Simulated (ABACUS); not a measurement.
# Single-point calculation at one volume of an equation of state of Mo (part 1 of 2)

The run: single-point calculation at one volume of an equation of state of Mo (Im-3m, 1 atom in the cell). Method and program: Kohn-Sham DFT of a periodic cell, PBE, PseudoDojo NC SR 0.4.1 PBE standard, no spin polarisation (ABACUS 3.10.1).

The structure derives from a Materials Project entry. It belongs to a series of runs on one base structure; here: volume scaled by 1.0.

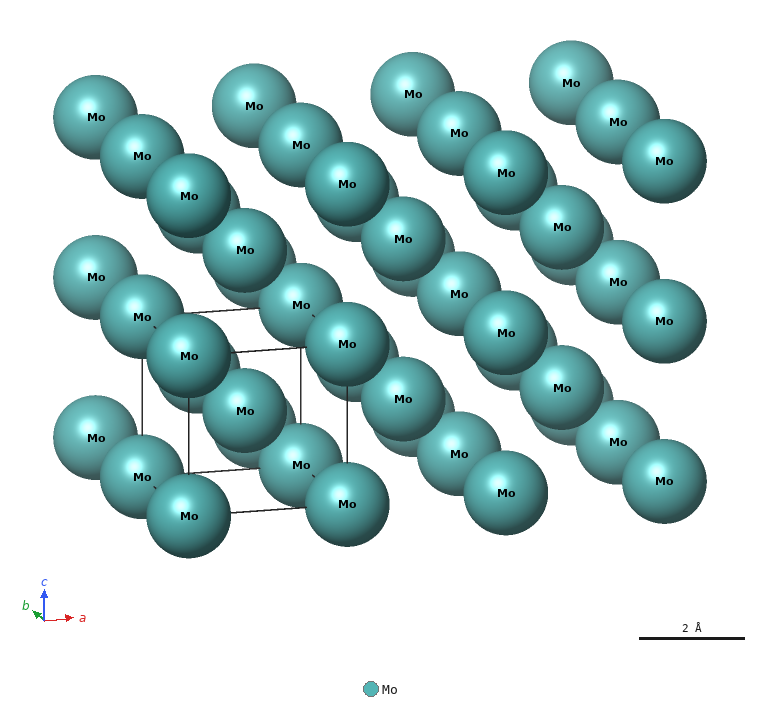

Figure 1. The input geometry (spheres-only view of the cell 2 times as large as that of the calculation, set on its symmetry axes, repeated 3 × 2 × 2, seen slightly off an axis).

**Input file**
```
INPUT_PARAMETERS
suffix              Mo
calculation         scf
basis_type          lcao
pseudo_dir          ./
orbital_dir         ./
symmetry            1
dft_functional      pbe
ecutwfc             100
pseudo_rcut         10
nspin               1
nbands              10
ks_solver           genelpa
smearing_method     fd
smearing_sigma      0.00367493
scf_thr             1e-07
scf_nmax            100
mixing_type         broyden
mixing_beta         0.7
cal_force           1
cal_stress          1
out_mul             1
```

**File STRU**
```
ATOMIC_SPECIES
Mo 95.9500 Mo.upf

NUMERICAL_ORBITAL
Mo_confined-atom_7au_2s1p1d.orb

LATTICE_CONSTANT
1.8897261246

LATTICE_VECTORS
-1.5838089719 1.5838089719 1.5838089719
1.5838089719 -1.5838089719 1.5838089719
1.5838089719 1.5838089719 -1.5838089719

ATOMIC_POSITIONS
Direct

Mo
0.0
1
0.0000000000 0.0000000000 0.0000000000 1 1 1
```

**File KPT**
```
K_POINTS
0
Gamma
12 12 12 0 0 0
```

Launch command:
```bash
OMP_NUM_THREADS=1 mpirun -np 4 abacus > log
```

**The program's output**
```
ABACUS v3.10.1

               Atomic-orbital Based Ab-initio Computation at UStc

 ------------------------------------------------------------------------------------

 READING GENERAL INFORMATION
                           global_out_dir = OUT.Mo/
                           global_in_card = INPUT
                               pseudo_dir = ./
                              orbital_dir = ./
                                    DSIZE = 4
                                    GSIZE = 1

 READING UNITCELL INFORMATION
                                    ntype = 1
                  lattice constant (Bohr) = 1.88973
              lattice constant (Angstrom) = 1

 READING ATOM TYPE 1
                               atom label = Mo
                      L=0, number of zeta = 2
                      L=1, number of zeta = 1
                      L=2, number of zeta = 1
             number of atom for this type = 1

                        TOTAL ATOM NUMBER = 1
DIRECT COORDINATES
    atom                   x                   y                   z     mag                  vx                  vy                  vz
taud_Mo1            0.0000000000        0.0000000000        0.0000000000  0.0000        0.0000000000        0.0000000000        0.0000000000

                          Volume (Bohr^3) = 107.242
                             Volume (A^3) = 15.8916

 Lattice vectors: (Cartesian coordinate: in unit of a_0)
             -1.58381            +1.58381            +1.58381
             +1.58381            -1.58381            +1.58381
             +1.58381            +1.58381            -1.58381
 Reciprocal vectors: (Cartesian coordinate: in unit of 2 pi/a_0)
                   +0           +0.315695           +0.315695
            +0.315695                  +0           +0.315695
            +0.315695           +0.315695                  +0
 The esolver type has been set to : ksdft_lcao

                PAO radial cut off (Bohr) = 10

 Read in pseudopotential file is Mo.upf
                     pseudopotential type = NC
          exchange-correlation functional = PBE
                 nonlocal core correction = 1
                        valence electrons = 14
                                     lmax = 2
                           number of zeta = 4
                     number of projectors = 6
                           L of projector = 0
                           L of projector = 0
                           L of projector = 1
                           L of projector = 1
                           L of projector = 2
                           L of projector = 2
     initial pseudo atomic orbital number = 10

 SETUP THE ELECTRONS NUMBER
            electron number of element Mo = 14
      total electron number of element Mo = 14
            AUTOSET number of electrons:  = 14
                           occupied bands = 7
                                   NLOCAL = 10
                                   NBANDS = 10
                                   NBANDS = 10
                                   NLOCAL = 10

%%%%%%%%%%%%%%%%%%%%%%%%%%%%%%%%%%%%%%%%%%%%%%%%%%%%%%%%%%%%%%%%%%%%%%%%%%%%%%%%%%%%%%%%%%%%%%%%%%%%%%%%%%
 Warning: the number of valence electrons in pseudopotential > 6 for Mo: [Kr] 4d5 5s1
 Pseudopotentials with additional electrons can yield (more) accurate outcomes, but may be less efficient.
 If you're confident that your chosen pseudopotential is appropriate, you can safely ignore this warning.
%%%%%%%%%%%%%%%%%%%%%%%%%%%%%%%%%%%%%%%%%%%%%%%%%%%%%%%%%%%%%%%%%%%%%%%%%%%%%%%%%%%%%%%%%%%%%%%%%%%%%%%%%%

 SETUP THE PLANE WAVE BASIS
 energy cutoff for charge/potential (unit:Ry) = 400
            fft grid for charge/potential = [ 36, 36, 36 ]
                        fft grid division = [ 3, 3, 3 ]
        big fft grid for charge/potential = [ 12, 12, 12 ]
                                     nbxx = 432
                                     nrxx = 11664

 SETUP PLANE WAVES FOR CHARGE/POTENTIAL
                    number of plane waves = 14579
                         number of sticks = 809

 PARALLEL PW FOR CHARGE/POTENTIAL
     PROC   COLUMNS(POT)             PW
        1            203           3646
        2            202           3645
        3            202           3644
        4            202           3644
 --------------- sum -------------------
        4            809          14579
                            number of |g| = 168
                                  max |g| = 36.078
                                  min |g| = 0

----------- Double Check Mixing Parameters Begin ------------
mixing_type: broyden
mixing_beta: 0.7
mixing_gg0: 1
mixing_gg0_min: 0.1
mixing_ndim: 8
----------- Double Check Mixing Parameters End ------------

 LATTICE VECTORS: (CARTESIAN COORDINATE: IN UNIT OF A0)
             -1.58381            +1.58381            +1.58381
             +1.58381            -1.58381            +1.58381
             +1.58381            +1.58381            -1.58381
                       right hand lattice = 1
                                   NORM_A = 2.74324
                                   NORM_B = 2.74324
                                   NORM_C = 2.74324
                           ALPHA (DEGREE) = 109.471
                           BETA  (DEGREE) = 109.471
                           GAMMA (DEGREE) = 109.471

 The lattice vectors have been changed (STRU_SIMPLE.cif)

(for optimal symmetric configuration:)
                             BRAVAIS TYPE = 2
                     BRAVAIS LATTICE NAME = 02. Cubic I (body-centered)
                                    ibrav = 2
                                    IBRAV = 2
                                  BRAVAIS = BODY CENTERED CUBIC
                       LATTICE CONSTANT A = 3.16762
Original cell was already a primitive cell.
                        ROTATION MATRICES = 48
              PURE POINT GROUP OPERATIONS = 48
                   SPACE GROUP OPERATIONS = 48
                              POINT GROUP = O_h
               POINT GROUP IN SPACE GROUP = O_h

 SETUP K-POINTS
                                    nspin = 1
                   Input type of k points = Monkhorst-Pack(Gamma)
                                   nkstot = 1728
                       right hand lattice = 1
(for reciprocal lattice: )
                             BRAVAIS TYPE = 3
                     BRAVAIS LATTICE NAME = 03. Cubic F (face-centered)
                                    ibrav = 3
                       right hand lattice = 1
(for k-lattice: )
                             BRAVAIS TYPE = 3
                     BRAVAIS LATTICE NAME = 03. Cubic F (face-centered)
                                    ibrav = 3
                       right hand lattice = 1
                        ROTATION MATRICES = 48
                               nkstot_ibz = 72
K-POINTS REDUCTION ACCORDING TO SYMMETRY
     IBZ    DIRECT_X    DIRECT_Y    DIRECT_Z  WEIGHT  ibz2bz
       1  0.00000000  0.00000000  0.00000000  0.0006       0
       2 -0.08333333  0.08333333  0.00000000  0.0069       1
       3 -0.16666667  0.16666667  0.00000000  0.0069       2
       4 -0.25000000  0.25000000  0.00000000  0.0069       3
       5 -0.33333333  0.33333333  0.00000000  0.0069       4
       6 -0.41666667  0.41666667  0.00000000  0.0069       5
       7  0.50000000  0.50000000  0.00000000  0.0035       6
       8 -0.16666667  0.08333333  0.08333333  0.0139      13
       9 -0.08333333 -0.16666667  0.25000000  0.0278      14
      10 -0.08333333 -0.25000000  0.33333333  0.0278      15
      11 -0.08333333 -0.33333333  0.41666667  0.0278      16
      12  0.50000000  0.41666667  0.08333333  0.0278      17
      13 -0.33333333  0.16666667  0.16666667  0.0139      26
      14 -0.16666667 -0.25000000  0.41666667  0.0278      27
      15  0.50000000  0.33333333  0.16666667  0.0278      28
      16  0.41666667  0.41666667  0.16666667  0.0139      29
      17  0.50000000  0.25000000  0.25000000  0.0139      39
      18  0.41666667  0.33333333  0.25000000  0.0278      40
      19  0.33333333  0.33333333  0.33333333  0.0046      52
      20 -0.08333333 -0.08333333  0.25000000  0.0046     157
      21 -0.08333333 -0.16666667  0.33333333  0.0139     158
      22 -0.08333333 -0.25000000  0.41666667  0.0139     159
      23  0.50000000  0.33333333  0.08333333  0.0139     160
      24  0.41666667  0.41666667  0.08333333  0.0069     161
      25  0.08333333  0.08333333 -0.08333333  0.0035     167
      26 -0.16666667 -0.16666667  0.41666667  0.0139     170
      27  0.50000000  0.25000000  0.16666667  0.0278     171
      28  0.41666667  0.33333333  0.16666667  0.0278     172
      29 -0.16666667  0.16666667  0.08333333  0.0139     178
      30  0.41666667  0.25000000  0.25000000  0.0139     183
[... 42 further k points ...]

                               nkstot now = 72
[... K-POINTS DIRECT COORDINATES: 72 rows ...]

           k-point number in this process = 72
       minimum distributed K point number = 72
[... stars of the k points ...]

[... K-POINTS CARTESIAN COORDINATES: 72 rows ...]

[... K-POINTS DIRECT COORDINATES: 72 rows ...]

 SETUP PLANE WAVES FOR WAVE FUNCTIONS
     energy cutoff for wavefunc (unit:Ry) = 100
              fft grid for wave functions = [ 36, 36, 36 ]
                    number of plane waves = 3043
                         number of sticks = 281

 PARALLEL PW FOR WAVE FUNCTIONS
     PROC   COLUMNS(POT)             PW
        1             70            760
        2             70            760
        3             71            762
        4             70            761
 --------------- sum -------------------
        4            281           3043

 SET NONLOCAL PSEUDOPOTENTIAL PROJECTORS
 max number of nonlocal projetors among all species is 6

 -------------------------------------------
 SELF-CONSISTENT
 -------------------------------------------

 SETUP SEARCHING RADIUS FOR PROGRAM TO SEARCH ADJACENT ATOMS
                  longest orb rcut (Bohr) = 7
   longest nonlocal projector rcut (Bohr) = 1.5
                     search radius (Bohr) = 17
              searching radius is (Bohr)) = 17
         searching radius unit is (Bohr)) = 1.89
                         PeriodicBoundary = 1
                        Radius(unit:lat0) = 9
                                   glayer = [ 6, 6, 6 ]
                             glayer_minus = [ 5, 5, 5 ]

Find the coordinate range of the input atom(unit:lat0).
                                  min_tau = [ -23.8, -23.8, -23.8 ]
                                  max_tau = [ 23.8, 23.8, 23.8 ]
                                BoxNumber = [ 11, 11, 11 ]
```
